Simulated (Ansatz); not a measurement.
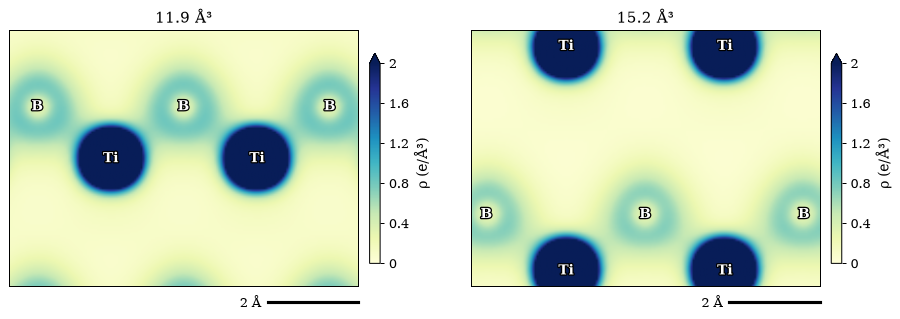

TiB. The valence pseudo-density of cells scaled evenly to different volumes (given per atom above each panel), on the (11̄0) plane of each (indices in the axes of the cell below), at one length scale and on one colour scale.

Computed without spin polarisation.

The calculation used Ansatz 0.2.0, DFT r2SCAN, scalar-relativistic, plane waves, PAW.

The largest cell:

```
Ti B
1.0
     0.00000    2.47672    2.47672
     2.47672    0.00000    2.47672
     2.47672    2.47672    0.00000
Ti B
1 1
Cartesian
  3.7151 3.7151 3.7151
  0.0000 0.0000 0.0000
```

| volume (Å³/atom) | Ti–B contact in the plane (Å) | ρ at its midpoint (e/Å³) | pressure (GPa) | 
| --- | --- | --- | --- |
| 11.87 | 1.976 | 0.714 | 40.0 | 
| 14.91 | 2.132 | ? | ? | 
| 15.19 | 2.145 | 0.527 | 0.0 | 

### What values belong in the row with question marks?

Over the known rows ln ρ falls by 1.80 per Å of Ti–B distance (the line through the two), which gives 0.539 e/Å³ at 2.132 Å; the calculation gives 0.539 e/Å³. For the pressure, a straight line in volume between the neighbouring rows gives 3.4 GPa; the calculation gives 2.0, lower because pressure rises ever faster on compression.
